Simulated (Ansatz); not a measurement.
System: WS₂, space group P6_3/mmc (No. 194).

Structure:
```xyz
6
Lattice="3.1800 0.0000 0.0000 -1.5900 2.7540 0.0000 0.0000 0.0000 12.5000" Properties=species:S:1:pos:R:3 pbc="T T T"
W     0.0000    1.8360    3.1250
W     1.5900    0.9180    9.3750
S     0.0000    1.8360    7.7500
S     1.5900    0.9180    1.5000
S     0.0000    1.8360   11.0000
S     1.5900    0.9180    4.7500
```

How it was computed, with Ansatz 0.2.0: one atom of a crystal moved along a line, all else fixed, by plane-wave density functional theory with PAW datasets, free energies less that of the undisturbed cell, pressure positive in compression; scalar-relativistic. Level: LDA, no spin polarisation.

| setting | value |
| --- | --- |
| wave cutoff | 420 eV |
| k mesh | 12×12×4 |
| occupations | Gaussian |
| smearing width | 0.05 eV |
| k shift | (0, 0, 0) (mesh steps) |
| start | as given |
| moved atom | 3 |
| direction | (−0.5, −0.866, 0) (Cartesian unit vector) |

The points at displacement −0.45, −0.15, 0.3 and 0.6 follow from computed ones by symmetry.

What does the calculation give for the energy change, force along the direction (sum over moved atoms) and pressure against displacement? The displacement takes the values −0.600, −0.450, −0.300, −0.150, 0.000, 0.075, 0.150, 0.225, 0.300, 0.375, 0.450, 0.525, 0.600 Å.

The energy rises on both sides of the starting structure, which is therefore a minimum along this path. The energy change is 1.44 eV/cell at displacement −0.600 Å and 1.44 eV/cell at 0.600 Å; the lowest computed point is at displacement 0.000 Å (0.00 eV/cell). The force along the direction (sum over moved atoms) falls from 4.33 eV/Å at displacement −0.600 Å to −4.33 eV/Å at 0.600 Å, and changes sign near 0.00 Å. The pressure goes from −6.437 GPa at displacement −0.600 Å to −6.437 GPa at 0.600 Å, not monotonically, with a low of −11.462 GPa at 0.000 Å.

```
displacement (Å)  energy change (eV/cell)  force along the direction (sum over moved atoms) (eV/Å)  pressure (GPa)
          -0.600                     1.44                                                     4.33          -6.437
          -0.450                     0.84                                                     3.59          -8.553
          -0.300                     0.38                                                     2.51         -10.147
          -0.150                     0.10                                                     1.28         -11.131
           0.000                     0.00                                                     0.00         -11.462
           0.075                     0.02                                                    -0.64         -11.379
           0.150                     0.10                                                    -1.28         -11.131
           0.225                     0.22                                                    -1.90         -10.718
           0.300                     0.38                                                    -2.51         -10.147
           0.375                     0.59                                                    -3.08          -9.422
           0.450                     0.84                                                    -3.59          -8.553
           0.525                     1.13                                                    -4.02          -7.552
           0.600                     1.44                                                    -4.33          -6.437
```

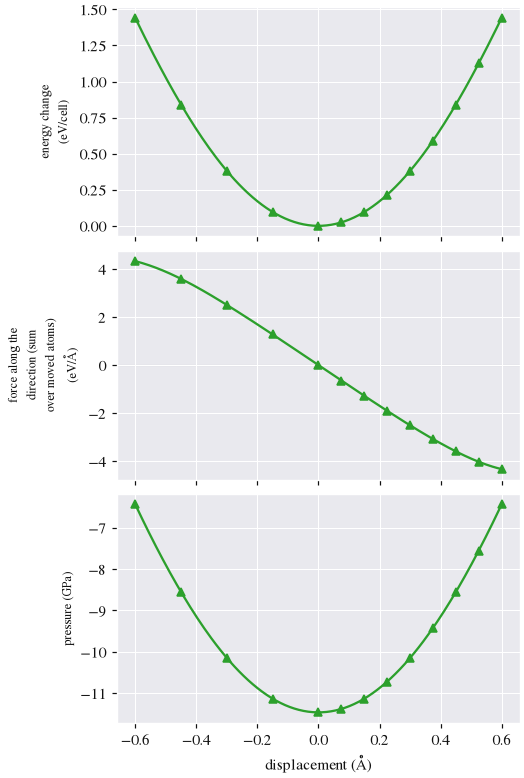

Caveats: reference crystal is not relaxed.
